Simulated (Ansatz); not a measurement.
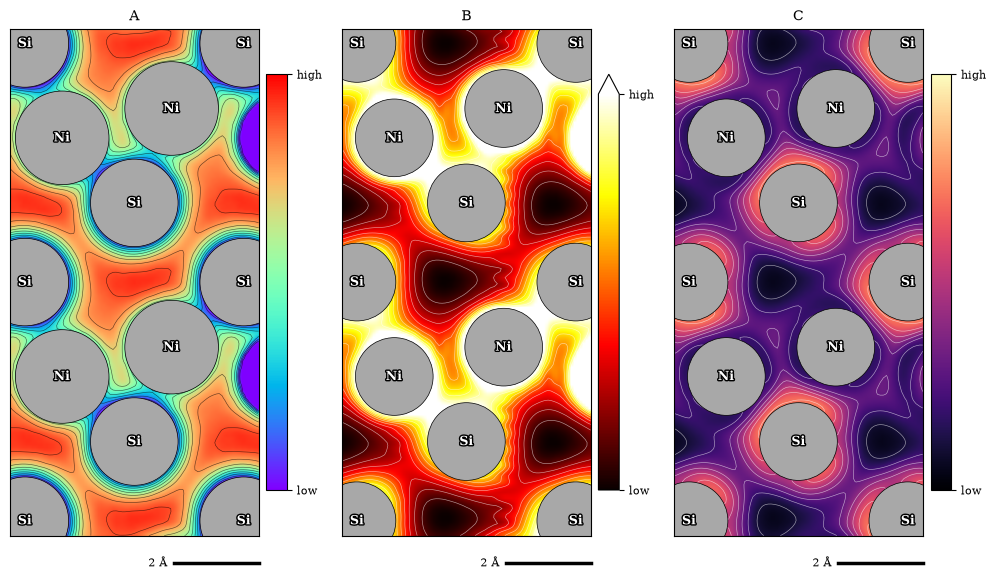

SiNi: 3 fields on the (010) plane of the conventional cell, with unlabelled colour scales. Grey discs cover the atomic cores.

Space group Pnma; computed pressure about −11 GPa in this cell; computed without spin polarisation.

Method: DFT LDA, scalar-relativistic, plane waves, PAW in Ansatz.

Which field does each panel show? The fields are: electron localisation function, electrostatic potential energy of an electron and valence pseudo-density.

Answer. Panel A: electrostatic potential energy of an electron (low next to the atoms, rising into the space between them). Panel B: valence pseudo-density. Panel C: electron localisation function. From the grid: Si–Ni (2.29 Å): the density is about 0.49 e/Å³ at the midpoint; the ELF peaks at about 0.70 in the valence shell of Si, 0.9 Å from its nucleus, and is about 0.50 at the midpoint. Si–Ni (2.39 Å): the density is about 0.43 e/Å³ at the midpoint; the ELF peaks at about 0.75 in the valence shell of Si, 0.9 Å from its nucleus, and is about 0.50 at the midpoint.
